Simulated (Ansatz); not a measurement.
# Run report: BAs, geometry relaxation (part 1 of 5)

The run: geometry relaxation of BAs (16 atoms in the cell). Method and program: DFT PBE, scalar-relativistic, plane waves, PAW, spin-polarised (Ansatz 0.2.0).

The structure derives from an entry of the Crystallography Open Database. It belongs to a series of runs on one base structure; here: wire along [1 1 1], 16 atoms a period.

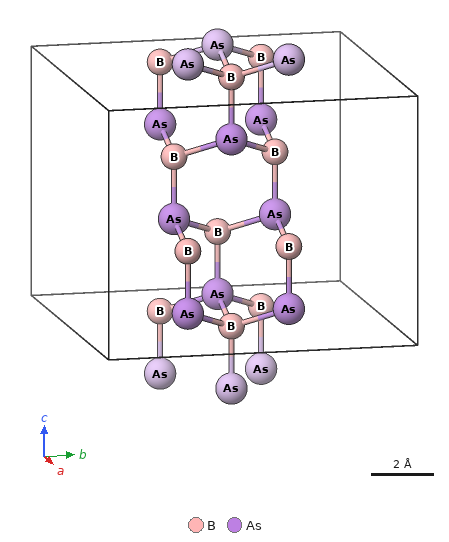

The input geometry (ball-and-stick view of the cell of the calculation, with the vacuum cut short, seen slightly off an axis; neighbours outside the cell are drawn fainter). An atom can appear more than once, as a periodic image.

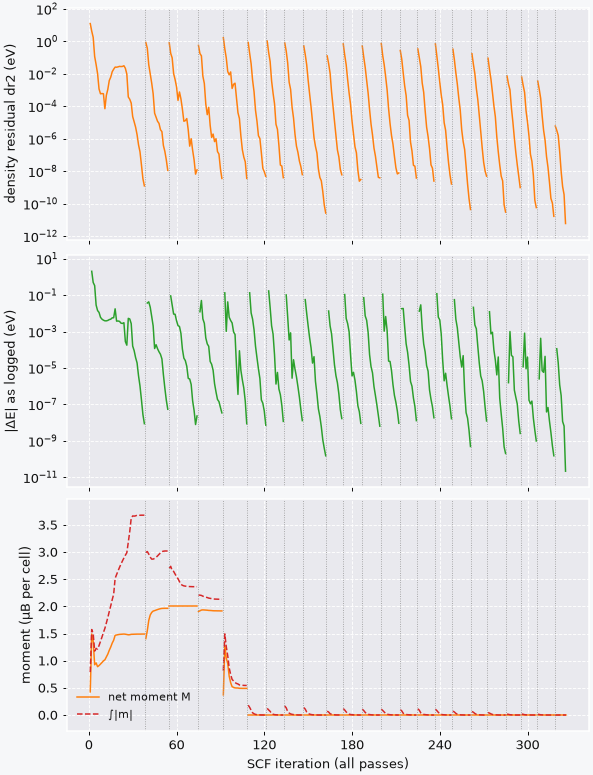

Convergence of the self-consistent field: density residual dr2, size of the energy change and magnetic moment against the SCF iteration. The dotted lines part the SCF passes of the relaxation: geometry steps, rejected trials and re-solves on a re-selected basis. The 23 passes take 8 to 38 iterations each, 326 in all. The net moment goes from 0.4 to 0.0 μB per cell, with excursions between 0.0 and 2.0 on the way, and ∫|m| falls to zero.

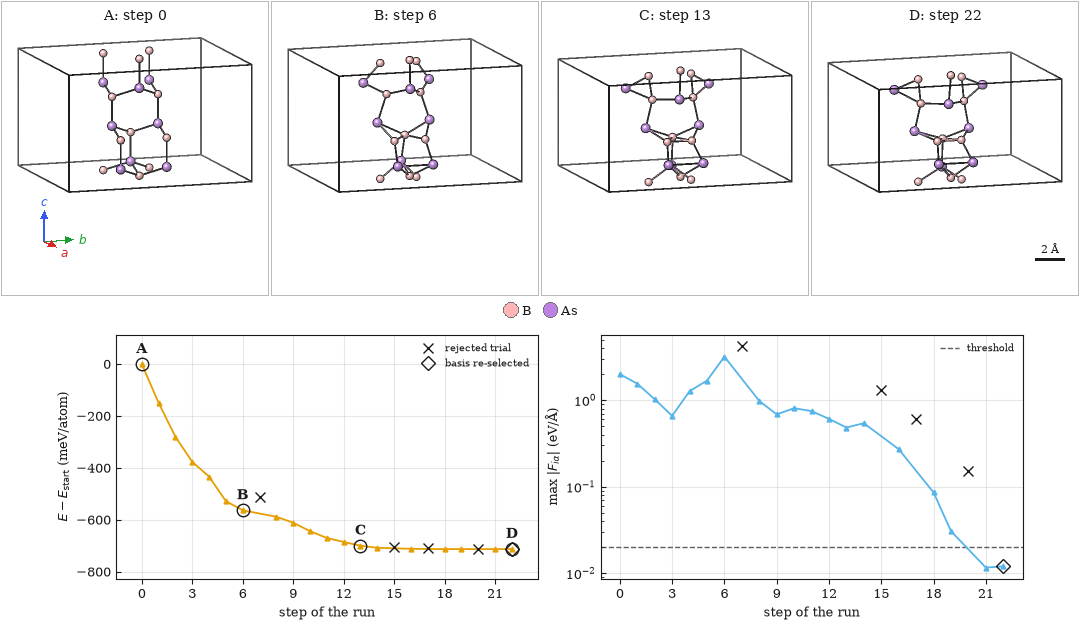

Frames of the relaxation (ball-and-stick view of the cell of the calculation, with the vacuum cut short, seen slightly off an axis) above the curves, on which the letters mark them (the first geometry is step 0 here and step 1 in the log).

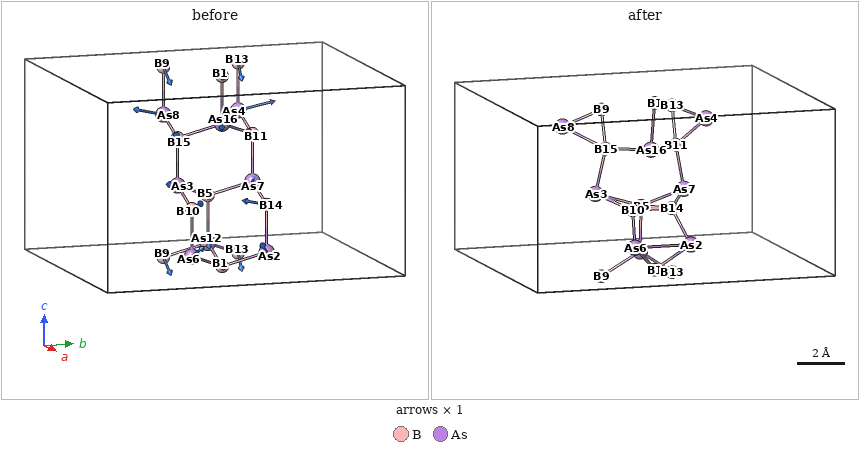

Before (left) and after (right) the relaxation, at one scale (ball-and-stick view of the cell of the calculation, with the vacuum cut short, seen slightly off an axis). The blue arrows give the displacements (without the part carried along by the change of the cell), at true length. Over 21 geometry steps the energy falls by 713 meV per atom. Largest force component: 2 eV/Å at the start, 0.012 eV/Å at the end. The line search rejected the trial steps at points 7, 15, 17, 20 (counted from 0) and went back. The largest moves relative to the cell, 1.68 Å, are those of As4 and As8. By element the largest moves are As 1.68 Å, B 1.27 Å. Along the periodic axis the drawn cell goes c 8.329 → 7.303 Å (−12.3 %). Distances before and after: B11–B13 3.400 → 1.719 Å, B5–B10 3.400 → 1.763 Å, B10–B14 3.400 → 1.771 Å, As2–As6 3.400 → 2.535 Å. New bonds form: As2–As6 (3.40 → 2.53 Å), B10–B14 (3.40 → 1.77 Å), B11–B13 (3.40 → 1.72 Å), B5–B10 (3.40 → 1.76 Å). Among the angles that change: As4–B13–As12 109.5° → 169.7°, B5–As7–B14 109.5° → 49.5°, B9–As8–B15 109.5° → 51.3°. A last SCF at the same geometry on a re-selected plane-wave basis shifts the energy by +0.6 meV per atom. (Atoms are counted from 1 in the order of the input.)

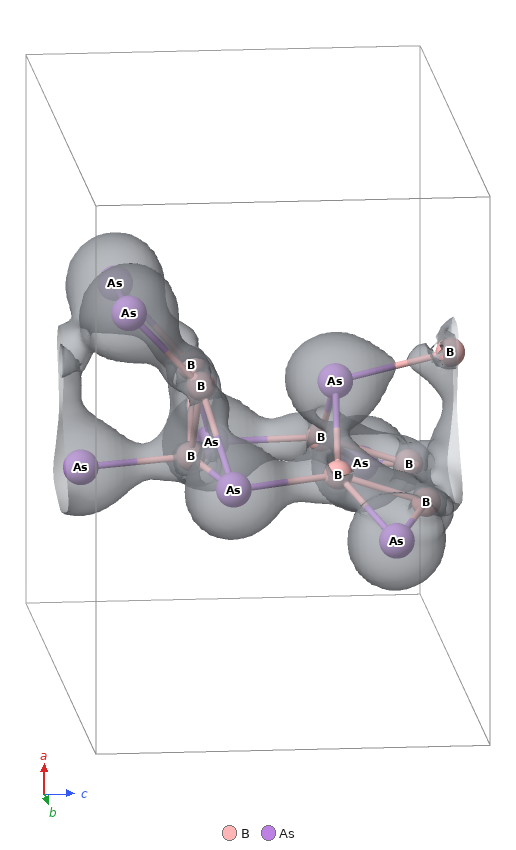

Isosurface of the valence electron density at 0.6 e/Å³ (grey), seen from the side, at a tilt. Sticks mark near contacts. At this value the density is joined into chains; it holds about 70 % of the electrons treated as valence. It is pinched off along the As–As (2.53 Å) contacts. On the grid the lowest density along these lines, outside the cores, is 0.87 e/Å³ (B–B, 1.72 Å), 0.99 e/Å³ (B–As, 1.83 Å), 0.45 e/Å³ (As–As, 2.53 Å) and 0.8 e/Å³ (B–B, 1.76 Å). Core electrons are frozen (PAW), so the fields are smoothed inside the atomic spheres.

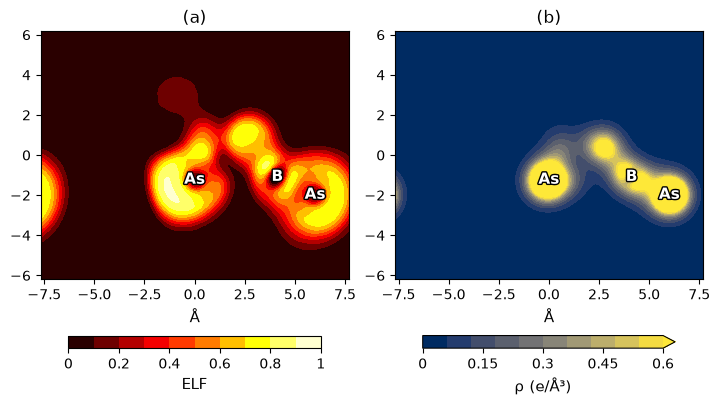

(a) electron localisation function; (b) valence pseudo-density on the (011̄) plane of the calculation cell, a cut from vacuum to vacuum. The density dies away to nearly zero in the vacuum.

The input that produced these results follows, with the program's output.

## Input file
```yaml
crystal:
  lattice:
    - [12.9, 0.0, 0.0]
    - [0.0, 12.7, 0.0]
    - [0.0, 0.0, 8.3291246037]
  atoms:
    - { symbol: B, position: [0.5760927712, 0.5, 0.0], spin: 0.3 }
    - { symbol: As, position: [0.6521855423, 0.6338720819, 0.0833333333], spin: 0.3 }
    - { symbol: As, position: [0.5, 0.3661279181, 0.4166666667], spin: 0.3 }
    - { symbol: As, position: [0.3478144577, 0.6338720819, 0.75], spin: 0.3 }
    - { symbol: B, position: [0.4239072288, 0.5, 0.3333333333], spin: 0.3 }
    - { symbol: As, position: [0.6521855423, 0.3661279181, 0.0833333333], spin: 0.3 }
    - { symbol: As, position: [0.5, 0.6338720819, 0.4166666667], spin: 0.3 }
    - { symbol: As, position: [0.3478144577, 0.3661279181, 0.75], spin: 0.3 }
    - { symbol: B, position: [0.3478144577, 0.3661279181, 0.0], spin: 0.3 }
    - { symbol: B, position: [0.6521855423, 0.3661279181, 0.3333333333], spin: 0.3 }
    - { symbol: B, position: [0.5, 0.6338720819, 0.6666666667], spin: 0.3 }
    - { symbol: As, position: [0.4239072288, 0.5, 0.0833333333], spin: 0.3 }
    - { symbol: B, position: [0.3478144577, 0.6338720819, 0.0], spin: 0.3 }
    - { symbol: B, position: [0.6521855423, 0.6338720819, 0.3333333333], spin: 0.3 }
    - { symbol: B, position: [0.5, 0.3661279181, 0.6666666667], spin: 0.3 }
    - { symbol: As, position: [0.5760927712, 0.5, 0.75], spin: 0.3 }
basis:
  ecutwfc: 420
kpoints:
  mp_grid: { grid: [1, 1, 4] }
hamiltonian:
  xc: pbe
scf:
  occupations: { method: gaussian, width: 0.05 }
  lower_state_search: "off"
output:
  forces: true
  stress: true
  eigenvalues: true
  populations: true
  write_density: true
  write_potential: true
  elf: true
  volumetric_format: npy
magnetization:
  spin_polarized: true
relax:
  adjacent_minimum: "off"
  f_tol: 0.02
  max_steps: 45
  cell: { fix: [a, b, alpha, beta, gamma], stress_tol: 0.03 }
```

Launch command:
```bash
ansatz run input.yaml --threads 4 --pin off --max-ram 11264MiB --backend cpu --events-out ev --progress --plain --runs-dir out
```

## What the program printed
```
Engine: ansatz 0.2.0, x86_64-unknown-linux-gnu
Pseudopotentials: kind: paw
Pseudopotential: B, paw, valence charge 3, recommended cutoff 420 eV (normal), B.paw.azcp
Pseudopotential: As, paw, valence charge 15, recommended cutoff 420 eV (normal), As.paw.azcp
Functional definition: PBE
  parameter kappa = 0.804
  parameter beta = 0.06672455060314922
  exchange = pbe_x(kappa = kappa, mu = beta*pi^2/3)
  correlation = pbe_c(beta = beta)
Crystal: 16 atoms, lattice volume = 1364.560 Å³
Basis set: ecut = 420 eV, 26671 PW (Γ), exchange–correlation on 180×180×120 points (8 copies of the dense FFT grid, shifted against one another)
Bands: 91, of which v1, the nominal top of the filled ones, is band 72 counted from 1 (71 counted from 0)
Symmetry: 2 space group operations
Space group: Pm (ITA 6), of the structure as read, at distance tolerance 1.1e-4 Å
Magnetic group: BNS 6.18 (UNI 25), of the structure as read, at distance tolerance 1.1e-4 Å
k-points: 3 of 4 (time reversal used)
Non-local potential: B, projectors of the file, l = 0: 2, l = 1: 2, l = 2: 1
Non-local potential: As, projectors of the file, l = 0: 2, l = 1: 2, l = 2: 3, l = 3: 1
PAW form: soft (Blöchl's): semilocal exchange-correlation on the pseudo side does not see the compensation charge
PAW one-centre angular grid: B, 110 points (default); XC on 64 Gauss nodes
PAW one-centre angular grid: As, 590 points (default); XC on 64 Gauss nodes
Initial density: superposition of atomic densities (neutral atoms: chi_scale 0, normalization atom)
Starting moments: Σ|m| = 4.8 μB on 16 of 16 sites
Initial wavefunctions: pseudopotential atomic-orbital guess
Functional: x = pbe(κ = 0.804, μ = 0.2195149727645171), c = pbe(β = 0.06672455060314922)
```
